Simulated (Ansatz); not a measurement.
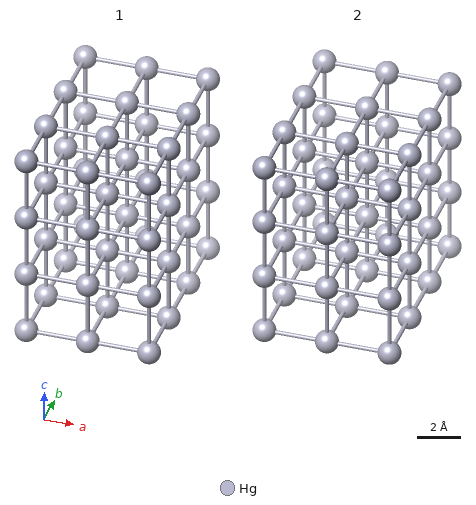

Two geometries of crystalline Hg (a generated structure, set up in Pm-3m): one is the relaxed structure, the other was perturbed away from it. A ball-and-stick model of the cell of the calculation, repeated 2 × 3 × 3 with one cell outlined, seen from a free direction.

These are results of DFT, PBE, PAW with Ansatz's default frozen-core files, scalar-relativistic (Ansatz), not measurements. Settings: plane-wave cutoff 420 eV; k-point mesh 12 × 12 × 12; occupations fermi dirac; smearing width 0.05 eV; no spin polarisation.

**Which is the distorted one, and what does the distortion cost?**

Structure 1 is the perturbed one. The cell is strained by +4.0 % along c and −1.9 % across it (volume 0.0 %), the atoms keeping their fractional coordinates. No relaxation follows. Some distances before and after: Hg–Hg 3.094 → 3.034 to 3.217 Å. The space group (tolerance 0.01 Å) goes from Pm-3m (No. 221) to P4/mmm (No. 123). It costs 3.2 meV per atom. The pressure goes from 0.0 to 0.3 GPa. The principal stresses (compression positive) are −0.5 GPa along c and 0.6 GPa across it. All forces vanish by symmetry.
